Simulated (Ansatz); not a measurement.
# Ti16H2O: geometry relaxation (part 1 of 3)

- system: Ti16H2O (slab, 19 atoms in the cell)
- method: DFT PBE+D3(BJ), scalar-relativistic, plane waves, PAW, no spin polarisation (Ansatz 0.2.0)

The structure derives from an entry of the Crystallography Open Database. The input holds or restrains some coordinates. Forces given for the steps count only the free coordinates. It belongs to a series of runs on one base structure; here: 1 H2O a cell, flat, over a bridge Ti-Ti site. Figures and captions count atoms from 1; the log counts them from 0 in places.

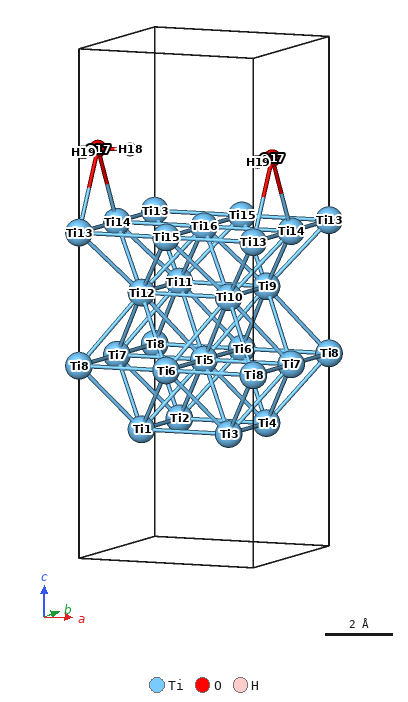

*The input geometry (ball-and-stick view of the cell of the calculation, with the vacuum cut short, seen slightly off an axis; atoms are numbered from 1 in the order of the input). An atom can appear more than once, as a periodic image.*

**Results in brief**

| quantity | value |
| --- | --- |
| outcome | converged under the restraints of the input |
| electrons treated | 200 |
| free energy | −40594.2231 eV |
| work function, top face | 3.07 eV |
| work function, bottom face | 4.11 eV |
| Fermi energy | 2.699 eV |
| gap on the k-point mesh | none (metallic) |
| final volume | 784.42 Å³ |
| work function (upper face) | 3.07 eV |
| largest force (length of the vector) at the end, held atoms and coordinates included | 0.544 eV/Å |
| hardware | 4 threads of Arm Neoverse V1, 24 GiB of memory available, shared host |
| wall time | 7.1 min (CPU time 28 min) |
| peak memory | 2.3 GiB |

**Notes**

The program warns: the exchange-correlation potential is rough where the density is thin.

**Input**
```yaml
crystal:
  lattice:
    - [5.7102790045, 0.0, 0.0]
    - [0.0, 5.7102790045, 0.0]
    - [0.0, 0.0, 24.0566655098]
  atoms:
    - { symbol: Ti, position: [0.25, 0.25, 0.3325481662] }
    - { symbol: Ti, position: [0.25, 0.75, 0.3325481662] }
    - { symbol: Ti, position: [0.75, 0.25, 0.3325481662] }
    - { symbol: Ti, position: [0.75, 0.75, 0.3325481662] }
    - { symbol: Ti, position: [0.5, 0.5, 0.4164703749] }
    - { symbol: Ti, position: [0.5, 0.0, 0.4164703749] }
    - { symbol: Ti, position: [0.0, 0.5, 0.4164703749] }
    - { symbol: Ti, position: [0.0, 0.0, 0.4164703749] }
    - { symbol: Ti, position: [0.75, 0.75, 0.5047259074] }
    - { symbol: Ti, position: [0.75, 0.25, 0.5047259074] }
    - { symbol: Ti, position: [0.25, 0.75, 0.5047259074] }
    - { symbol: Ti, position: [0.25, 0.25, 0.5047259074] }
    - { symbol: Ti, position: [0.0, 0.0, 0.5840970555] }
    - { symbol: Ti, position: [0.0, 0.5, 0.5840970555] }
    - { symbol: Ti, position: [0.5, 0.0, 0.5840970555] }
    - { symbol: Ti, position: [0.5, 0.5, 0.5840970555] }
    - { symbol: O, position: [0.0, 0.25, 0.6830301349] }
    - { symbol: H, position: [0.1699475333, 0.2844704723, 0.6830301349] }
    - { symbol: H, position: [-0.0092024303, 0.0768194155, 0.6830301349] }
basis:
  ecutwfc: 420
kpoints:
  mp_grid: { grid: [4, 4, 1] }
hamiltonian:
  xc: pbe
  dispersion: d3bj
scf:
  occupations: { method: gaussian, width: 0.1 }
output:
  forces: true
  eigenvalues: true
  write_density: true
  write_potential: true
  elf: true
  volumetric_format: npy
relax:
  adjacent_minimum: "off"
  f_tol: 0.04
  max_steps: 100
  constraints: [{ sites: [0, 1, 2, 3, 4, 5, 6, 7] }]
efield:
  axis: 3
  dipole_correction: true
  ramp_width: 0.04
```

Run as:
```bash
ansatz run input.yaml --threads 4 --pin off --max-ram 10240MiB --backend cpu --events-out ev --progress --plain --runs-dir out
```

**Output**
```
Engine: ansatz 0.2.0, aarch64-unknown-linux-gnu
Pseudopotentials: kind: paw
Pseudopotential: Ti, paw, valence charge 12, recommended cutoff 420 eV (normal), Ti.paw.azcp
Pseudopotential: O, paw, valence charge 6, recommended cutoff 420 eV (normal), O.paw.azcp
Pseudopotential: H, paw, valence charge 1, recommended cutoff 420 eV (normal), H.paw.azcp
Functional definition: PBE
  parameter kappa = 0.804
  parameter beta = 0.06672455060314922
  exchange = pbe_x(kappa = kappa, mu = beta*pi^2/3)
  correlation = pbe_c(beta = beta)
Crystal: 19 atoms, lattice volume = 784.423 Å³
Basis set: ecut = 420 eV, 15437 PW (Γ), exchange–correlation on 80×80×324 points (8 copies of the dense FFT grid, shifted against one another)
Bands: 120, of which v1, the nominal top of the filled ones, is band 100 counted from 1 (99 counted from 0)
Symmetry: 1 space group operations
Space group: P1 (ITA 1), of the structure as read, at distance tolerance 9.2e-5 Å
k-points: 10 of 16 (time reversal used)
Non-local potential: Ti, projectors of the file, l = 0: 3, l = 1: 2, l = 2: 3, l = 3: 1
Non-local potential: O, projectors of the file, l = 0: 2, l = 1: 2, l = 2: 1
Non-local potential: H, projectors of the file, l = 0: 2, l = 1: 1
PAW form: soft (Blöchl's): semilocal exchange-correlation on the pseudo side does not see the compensation charge
PAW one-centre angular grid: Ti, 590 points (default); XC on 64 Gauss nodes
PAW one-centre angular grid: O, 110 points (default); XC on 64 Gauss nodes
PAW one-centre angular grid: H, 110 points (default); XC on 64 Gauss nodes
Initial density: superposition of atomic densities (neutral atoms: chi_scale 0, normalization atom), corrected by the library's trained network
Initial wavefunctions: pseudopotential atomic-orbital guess
Functional: x = pbe(κ = 0.804, μ = 0.2195149727645171), c = pbe(β = 0.06672455060314922)
SCF iter   1: F=—  HF=-40593.976849 eV  |F-HF|=—  |Δ(HF+E_count)|=         —  Δρ=6.56e-3  dr2=6.09e0  ethr=1.77e-3  p=0.112 e·Å  D=2.58e-2 V/Å  ΔV_dip=-0.62 eV  dr2_dipole=2.69e0  V_vac-E_F(+/−)=3.21/3.83 eV  ⟨swp⟩=9.2  Hψ=5703  notcnv=0
efield: sawtooth ramp at fractional position 0.9878 (placed from the atoms, in the widest stretch of the axis that holds none; the zero of the levels goes with the place), width 0.0400; the density the first Hamiltonian is built on has a dipole p = 0.112 e·Å; the dipole correction subtracts the counter field D = 2.58e-2 V/Å, which shifts the + side's vacuum level by -0.62 eV against the − side's; the planar-averaged density in the ramp window peaks in size at 9.5e-5 e/Å³
preconditioner: auto → LDOS  [metal: Δε(μ)=0.005 eV  Ē_g=2.739 eV  σ=0.100 eV  W_gap=0.03  n_scr=120 (ndim 8)  ℏωp=11.1 eV  f_vac=0.552  D(μ)=39.93/eV (n_scr^D=354)  β→1.0]
SCF iter   2: F=—  HF=-40593.825760 eV  |F-HF|=—  |Δ(HF+E_count)|=   1.51e-1  Δρ=2.85e-3  dr2=4.47e-1  ethr=1.77e-3  p=0.022 e·Å  D=4.98e-3 V/Å  ΔV_dip=-0.12 eV  dr2_dipole=1.75e-1  V_vac-E_F(+/−)=3.88/4.00 eV  ⟨swp⟩=2.0  Hψ=1487  notcnv=0  defer=20
SCF iter   3: F=—  HF=-40593.838487 eV  |F-HF|=—  |Δ(HF+E_count)|=   1.27e-2  Δρ=8.42e-4  dr2=3.50e-2  ethr=2.23e-4  p=0.032 e·Å  D=7.32e-3 V/Å  ΔV_dip=-0.18 eV  dr2_dipole=6.40e-3  V_vac-E_F(+/−)=3.86/4.03 eV  ⟨swp⟩=2.0  Hψ=1382  notcnv=0  defer=28
SCF iter   4: F=—  HF=-40593.836391 eV  |F-HF|=—  |Δ(HF+E_count)|=   2.10e-3  Δρ=4.98e-4  dr2=4.39e-3  ethr=1.75e-5  p=0.023 e·Å  D=5.29e-3 V/Å  ΔV_dip=-0.13 eV  dr2_dipole=6.10e-4  V_vac-E_F(+/−)=3.95/4.07 eV  ⟨swp⟩=2.6  Hψ=1603  notcnv=0  defer=20
SCF iter   5: F=—  HF=-40593.837245 eV  |F-HF|=—  |Δ(HF+E_count)|=   8.55e-4  Δρ=2.33e-4  dr2=1.38e-3  ethr=2.20e-6  p=0.022 e·Å  D=5.00e-3 V/Å  ΔV_dip=-0.12 eV  dr2_dipole=1.33e-4  V_vac-E_F(+/−)=3.97/4.09 eV  ⟨swp⟩=2.2  Hψ=1531  notcnv=0  defer=20
SCF iter   6: F=—  HF=-40593.837388 eV  |F-HF|=—  |Δ(HF+E_count)|=   1.42e-4  Δρ=8.05e-5  dr2=1.30e-4  ethr=6.90e-7  p=0.021 e·Å  D=4.88e-3 V/Å  ΔV_dip=-0.12 eV  dr2_dipole=1.07e-6  V_vac-E_F(+/−)=3.98/4.10 eV  ⟨swp⟩=2.0  Hψ=1394  notcnv=0  defer=20
SCF iter   7: F=-40593.837403 eV  HF=-40593.837434 eV  |F-HF|=3.13e-5  |Δ(HF+E_count)|=   4.68e-5  Δρ=3.98e-5  dr2=3.66e-5  ethr=2.00e-8  p=0.021 e·Å  D=4.77e-3 V/Å  ΔV_dip=-0.11 eV  dr2_dipole=9.72e-6  V_vac-E_F(+/−)=3.99/4.10 eV  ⟨swp⟩=23.6  Hψ=11712  notcnv=0
SCF 1 converged in 7 iterations: F = -40593.837403 eV  dr2 = 3.66e-5
  greatest PAW one-centre occupation: 0.999 electrons in one spin orbital (limit 2), on the Ti atom at site 11 (counted from 0), in its partial waves of l = 0
relax step   1: F+E_penalty+E_count = -40593.83740313 eV  Δ(F+E_penalty+E_count) = +0.000e0 eV  max|allowed force component| = 5.583e-1 eV/Å  Δτ_max = 0.0000 Å  (7 SCF iters, dr2 threshold 4.00e-5 eV, accepted)
Initial density: handed on by an earlier stage of this run
Initial wavefunctions: those handed on with the density
iter 1 solved again at ethr=7.38e-4 eV; its pass at ethr=3.10e-3 eV (dr2=1.48e0 eV) is discarded
SCF iter   1: F=—  HF=-40593.945851 eV  |F-HF|=—  |Δ(HF+E_count)|=         —  Δρ=8.06e-3  dr2=1.44e0  ethr=7.38e-4  p=0.021 e·Å  D=4.77e-3 V/Å  ΔV_dip=-0.11 eV  dr2_dipole=5.71e-1  V_vac-E_F(+/−)=3.98/4.10 eV  ⟨swp⟩=1.3  Hψ=4085  notcnv=0  defer=20
efield: sawtooth ramp at fractional position 0.9878 (handed on by an earlier solve), width 0.0400; the density the first Hamiltonian is built on has a dipole p = 0.021 e·Å; the dipole correction subtracts the counter field D = 4.77e-3 V/Å, which shifts the + side's vacuum level by -0.11 eV against the − side's; the planar-averaged density in the ramp window peaks in size at 7.0e-6 e/Å³
preconditioner: auto → LDOS  [metal: Δε(μ)=0.005 eV  Ē_g=2.693 eV  σ=0.100 eV  W_gap=0.03  n_scr=120 (ndim 8)  ℏωp=11.1 eV  f_vac=0.549  D(μ)=39.54/eV (n_scr^D=346)  β→1.0]
SCF iter   2: F=—  HF=-40593.860934 eV  |F-HF|=—  |Δ(HF+E_count)|=   8.49e-2  Δρ=2.73e-3  dr2=7.18e-2  ethr=7.22e-4  p=0.097 e·Å  D=2.25e-2 V/Å  ΔV_dip=-0.54 eV  dr2_dipole=3.22e-3  V_vac-E_F(+/−)=3.57/4.11 eV  ⟨swp⟩=2.2  Hψ=1680  notcnv=0  defer=20
SCF iter   3: F=—  HF=-40593.853591 eV  |F-HF|=—  |Δ(HF+E_count)|=   7.34e-3  Δρ=1.07e-3  dr2=2.48e-2  ethr=3.59e-5  p=0.096 e·Å  D=2.23e-2 V/Å  ΔV_dip=-0.54 eV  dr2_dipole=1.83e-3  V_vac-E_F(+/−)=3.58/4.11 eV  ⟨swp⟩=3.0  Hψ=2347  notcnv=0  defer=23
SCF iter   4: F=—  HF=-40593.851898 eV  |F-HF|=—  |Δ(HF+E_count)|=   1.69e-3  Δρ=3.34e-4  dr2=5.66e-3  ethr=1.24e-5  p=0.101 e·Å  D=2.32e-2 V/Å  ΔV_dip=-0.56 eV  dr2_dipole=1.41e-3  V_vac-E_F(+/−)=3.55/4.11 eV  ⟨swp⟩=2.0  Hψ=1571  notcnv=0  defer=23
SCF iter   5: F=—  HF=-40593.851766 eV  |F-HF|=—  |Δ(HF+E_count)|=   1.32e-4  Δρ=2.58e-4  dr2=1.40e-3  ethr=2.83e-6  p=0.104 e·Å  D=2.39e-2 V/Å  ΔV_dip=-0.58 eV  dr2_dipole=1.90e-4  V_vac-E_F(+/−)=3.53/4.11 eV  ⟨swp⟩=2.0  Hψ=1525  notcnv=0  defer=23
SCF iter   6: F=—  HF=-40593.851675 eV  |F-HF|=—  |Δ(HF+E_count)|=   9.08e-5  Δρ=5.29e-5  dr2=3.64e-5  ethr=7.00e-7  p=0.105 e·Å  D=2.42e-2 V/Å  ΔV_dip=-0.58 eV  dr2_dipole=1.33e-7  V_vac-E_F(+/−)=3.53/4.11 eV  ⟨swp⟩=2.1  Hψ=1814  notcnv=0  defer=23
SCF iter   7: F=-40593.851678 eV  HF=-40593.851679 eV  |F-HF|=1.26e-6  |Δ(HF+E_count)|=   3.79e-6  Δρ=1.67e-5  dr2=5.10e-6  ethr=9.74e-9  p=0.105 e·Å  D=2.42e-2 V/Å  ΔV_dip=-0.58 eV  dr2_dipole=7.13e-7  V_vac-E_F(+/−)=3.53/4.11 eV  ⟨swp⟩=28.3  Hψ=12848  notcnv=0
SCF 2 converged in 7 iterations: F = -40593.851678 eV  dr2 = 5.10e-6
  greatest PAW one-centre occupation: 0.999 electrons in one spin orbital (limit 2), on the Ti atom at site 10 (counted from 0), in its partial waves of l = 0
relax step   2: F+E_penalty+E_count = -40593.85167762 eV  Δ(F+E_penalty+E_count) = -1.427e-2 eV  max|allowed force component| = 2.011e0 eV/Å  Δτ_max = 0.1925 Å  (7 SCF iters, dr2 threshold 1.95e-5 eV, accepted)
[... from here on the SCF iterations and repeated set-up lines of each step are left out, up to the last step ...]
SCF 3 converged in 6 iterations: F = -40594.002652 eV  dr2 = 1.23e-5
relax step   3: F+E_penalty+E_count = -40594.00265228 eV  Δ(F+E_penalty+E_count) = -1.510e-1 eV  max|allowed force component| = 1.098e0 eV/Å  Δτ_max = 0.1938 Å  (6 SCF iters, dr2 threshold 1.00e-4 eV, accepted)
SCF 4 converged in 6 iterations: F = -40594.081337 eV  dr2 = 1.18e-5
relax step   4: F+E_penalty+E_count = -40594.08133730 eV  Δ(F+E_penalty+E_count) = -7.869e-2 eV  max|allowed force component| = 7.045e-1 eV/Å  Δτ_max = 0.1913 Å  (6 SCF iters, dr2 threshold 1.00e-4 eV, accepted)
SCF 5 converged in 6 iterations: F = -40594.153757 eV  dr2 = 2.06e-5
relax step   5: F+E_penalty+E_count = -40594.15375693 eV  Δ(F+E_penalty+E_count) = -7.242e-2 eV  max|allowed force component| = 2.562e-1 eV/Å  Δτ_max = 0.2000 Å  (6 SCF iters, dr2 threshold 1.00e-4 eV, accepted)
SCF 6 converged in 7 iterations: F = -40594.188342 eV  dr2 = 1.74e-6
relax step   6: F+E_penalty+E_count = -40594.18834153 eV  Δ(F+E_penalty+E_count) = -3.458e-2 eV  max|allowed force component| = 2.288e-1 eV/Å  Δτ_max = 0.2000 Å  (7 SCF iters, dr2 threshold 8.69e-6 eV, accepted)
SCF 7 converged in 7 iterations: F = -40594.211648 eV  dr2 = 2.53e-6
relax step   7: F+E_penalty+E_count = -40594.21164799 eV  Δ(F+E_penalty+E_count) = -2.331e-2 eV  max|allowed force component| = 1.558e-1 eV/Å  Δτ_max = 0.2000 Å  (7 SCF iters, dr2 threshold 6.92e-6 eV, accepted)
SCF 8 converged in 6 iterations: F = -40594.220349 eV  dr2 = 8.23e-6
relax step   8: F+E_penalty+E_count = -40594.22034890 eV  Δ(F+E_penalty+E_count) = -8.701e-3 eV  max|allowed force component| = 4.374e-2 eV/Å  Δτ_max = 0.1626 Å  (6 SCF iters, dr2 threshold 1.12e-5 eV, accepted)
SCF 9 converged in 8 iterations: F = -40594.222462 eV  dr2 = 4.61e-8
relax step   9: F+E_penalty+E_count = -40594.22246153 eV  Δ(F+E_penalty+E_count) = -2.113e-3 eV  max|allowed force component| = 1.262e-2 eV/Å  Δτ_max = 0.0780 Å  (8 SCF iters, accepted)
SCF 10 converged in 8 iterations: F = -40594.222535 eV  dr2 = 6.45e-8
relax step  10: F+E_penalty+E_count = -40594.22253548 eV  Δ(F+E_penalty+E_count) = -7.395e-5 eV  max|allowed force component| = 1.805e-1 eV/Å  Δτ_max = 0.0979 Å  (8 SCF iters, accepted)
SCF 11 converged in 5 iterations: F = -40594.223072 eV  dr2 = 1.25e-6
relax step  11: F+E_penalty+E_count = -40594.22307205 eV  Δ(F+E_penalty+E_count) = -5.366e-4 eV  max|allowed force component| = 3.766e-2 eV/Å  Δτ_max = 0.0258 Å  (5 SCF iters, dr2 threshold 2.71e-6 eV, accepted)
iter 1 solved again at ethr=6.25e-10 eV; its pass at ethr=3.10e-3 eV (dr2=1.25e-6 eV) is discarded
SCF iter   1: F=—  HF=-40594.223586 eV  |F-HF|=—  |Δ(HF+E_count)|=         —  Δρ=7.99e-6  dr2=1.25e-6  ethr=6.25e-10  p=0.189 e·Å  D=4.35e-2 V/Å  ΔV_dip=-1.05 eV  dr2_dipole=1.11e-7  V_vac-E_F(+/−)=3.07/4.11 eV  ⟨swp⟩=1.0  Hψ=2840  notcnv=0
efield: sawtooth ramp at fractional position 0.9878 (handed on by an earlier solve), width 0.0400; the density the first Hamiltonian is built on has a dipole p = 0.189 e·Å; the dipole correction subtracts the counter field D = 4.35e-2 V/Å, which shifts the + side's vacuum level by -1.05 eV against the − side's; the planar-averaged density in the ramp window peaks in size at 5.9e-6 e/Å³
preconditioner: auto → LDOS  [metal: Δε(μ)=0.014 eV  Ē_g=2.838 eV  σ=0.100 eV  W_gap=0.08  n_scr=120 (ndim 8)  ℏωp=11.1 eV  f_vac=0.549  D(μ)=40.66/eV (n_scr^D=362)  β→1.0]
SCF iter   2: F=—  HF=-40594.223073 eV  |F-HF|=—  |Δ(HF+E_count)|=   5.14e-4  Δρ=5.66e-6  dr2=5.44e-7  ethr=6.24e-10  p=0.189 e·Å  D=4.35e-2 V/Å  ΔV_dip=-1.05 eV  dr2_dipole=4.16e-8  V_vac-E_F(+/−)=3.07/4.11 eV  ⟨swp⟩=2.1  Hψ=2017  notcnv=0
SCF iter   3: F=—  HF=-40594.223073 eV  |F-HF|=—  |Δ(HF+E_count)|=   6.67e-8  Δρ=3.08e-6  dr2=2.14e-7  ethr=2.72e-10  p=0.189 e·Å  D=4.35e-2 V/Å  ΔV_dip=-1.05 eV  dr2_dipole=1.15e-8  V_vac-E_F(+/−)=3.07/4.11 eV  ⟨swp⟩=2.0  Hψ=1959  notcnv=0
SCF iter   4: F=-40594.223073 eV  HF=-40594.223073 eV  |F-HF|=2.93e-8  |Δ(HF+E_count)|=   3.58e-8  Δρ=1.71e-6  dr2=5.22e-8  ethr=5.00e-11  p=0.189 e·Å  D=4.35e-2 V/Å  ΔV_dip=-1.05 eV  dr2_dipole=2.07e-9  V_vac-E_F(+/−)=3.07/4.11 eV  ⟨swp⟩=12.4  Hψ=7679  notcnv=0
SCF 12 converged in 4 iterations: F = -40594.223073 eV  dr2 = 5.22e-8
relax step  12: F+E_penalty+E_count = -40594.22307297 eV  Δ(F+E_penalty+E_count) = -9.201e-7 eV  max|allowed force component| = 3.784e-2 eV/Å  Δτ_max = 0.0000 Å  (4 SCF iters, accepted)
```
